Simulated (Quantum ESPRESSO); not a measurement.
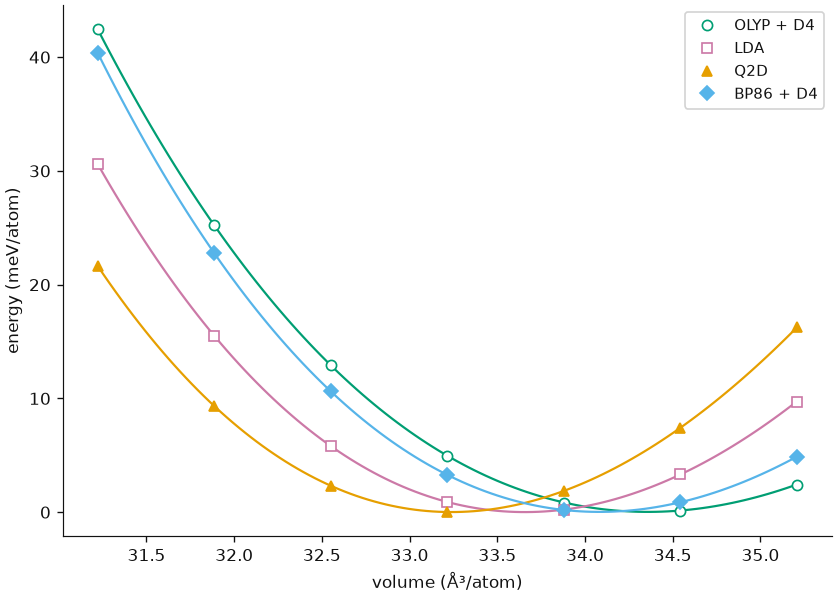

The figure shows the energy against volume, with one curve for each functional, for HgTe (space group F-43m).

Method: plane-wave DFT, no spin polarisation; energies at scaled volumes of the given cell, shape and fractions fixed, counted from the fit's minimum, third-order Birch-Murnaghan fit (Quantum ESPRESSO 7.5). All runs: no spin polarisation.

- k mesh: 7×7×7
- occupations: Fermi–Dirac
- smearing width: 0.05 eV

Settings that differ: OLYP + D4: density cutoff 4350 eV, wave cutoff 1090 eV, potentials PseudoDojo-0.4.1-SR-PBE-standard; LDA: density cutoff 4900 eV, wave cutoff 612 eV, potentials GBRV-1.5-LDA; Q2D: density cutoff 4350 eV, wave cutoff 1090 eV, potentials PseudoDojo-0.4.1-SR-PBE-standard; BP86 + D4: density cutoff 4350 eV, wave cutoff 1090 eV, potentials PseudoDojo-0.4.1-SR-PBE-standard.

### Order the curves by fitted equilibrium volume, smallest first.

Q2D 33.238, LDA 33.657, BP86 + D4 34.082, OLYP + D4 34.358 Å³/atom.

### Order the curves by fitted bulk modulus, smallest first.

OLYP + D4 38.7, BP86 + D4 44.8, LDA 47.8, Q2D 50.0 GPa.

Note: potentials made for another functional (OLYP + D4, Q2D, BP86 + D4); spin-orbit coupling left out, heavy elements.

The computed values:

OLYP + D4:
| volume (Å³/atom) | energy (meV/atom) |
| --- | --- |
| 31.22 | 42.47 |
| 31.89 | 25.21 |
| 32.55 | 12.89 |
| 33.22 | 4.95 |
| 33.88 | 0.84 |
| 34.54 | 0.11 |
| 35.21 | 2.42 |

LDA:
| volume (Å³/atom) | energy (meV/atom) |
| --- | --- |
| 31.22 | 30.58 |
| 31.89 | 15.49 |
| 32.55 | 5.82 |
| 33.22 | 0.89 |
| 33.88 | 0.20 |
| 34.54 | 3.32 |
| 35.21 | 9.72 |

Q2D:
| volume (Å³/atom) | energy (meV/atom) |
| --- | --- |
| 31.22 | 21.64 |
| 31.89 | 9.32 |
| 32.55 | 2.31 |
| 33.22 | 0.00 |
| 33.88 | 1.86 |
| 34.54 | 7.41 |
| 35.21 | 16.24 |

BP86 + D4:
| volume (Å³/atom) | energy (meV/atom) |
| --- | --- |
| 31.22 | 40.39 |
| 31.89 | 22.76 |
| 32.55 | 10.61 |
| 33.22 | 3.27 |
| 33.88 | 0.16 |
| 34.54 | 0.85 |
| 35.21 | 4.87 |
